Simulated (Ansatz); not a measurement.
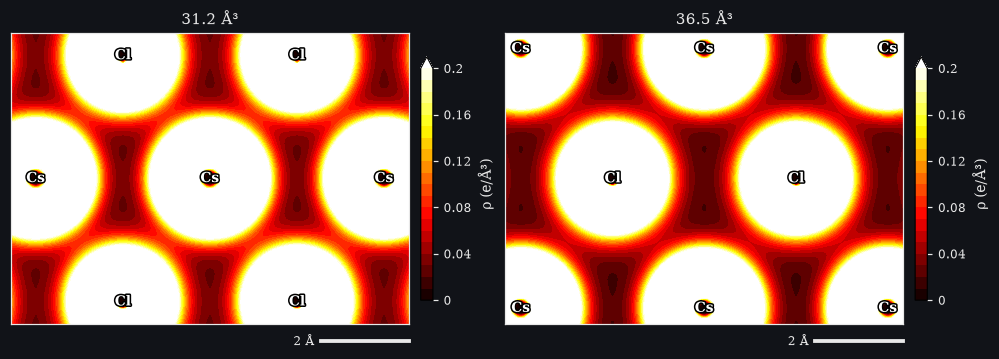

CsCl. The valence charge density (pseudo) of cells scaled evenly to different volumes (given per atom above each panel), on the (101) plane of each (indices in the axes of the cell below), at one length scale and on one colour scale.

Method: DFT r2SCAN, scalar-relativistic, plane waves, PAW in Ansatz.

The largest cell:

```yaml
crystal:
  lattice:
    - [4.18117, 0.00000, 0.00000]
    - [0.00000, 4.18117, 0.00000]
    - [0.00000, 0.00000, 4.18117]
  atoms:
    - { symbol: Cs, position: [0.00000, 0.00000, 0.00000] }
    - { symbol: Cl, position: [0.50000, 0.50000, 0.50000] }
```

| volume (Å³/atom) | Cs–Cl contact in the plane (Å) | ρ at its midpoint (e/Å³) | pressure (GPa) | gap on the mesh (eV) | 
| --- | --- | --- | --- | --- |
| 31.23 | 3.436 | 0.085 | 3.3 | 5.75 | 
| 35.48 | 3.585 | ? | ? | ? | 
| 36.55 | 3.621 | 0.060 | −0.5 | 5.87 | 

What values belong in the row with question marks?

Over the known rows ln ρ falls by 1.88 per Å of Cs–Cl distance (the line through the two), which gives 0.064 e/Å³ at 3.585 Å; the calculation gives 0.064 e/Å³. For the pressure, a straight line in volume between the neighbouring rows gives 0.3 GPa; the calculation gives 0.0. For the gap on the mesh, a straight line in volume between the neighbouring rows gives 5.85 eV; the calculation gives 5.91.
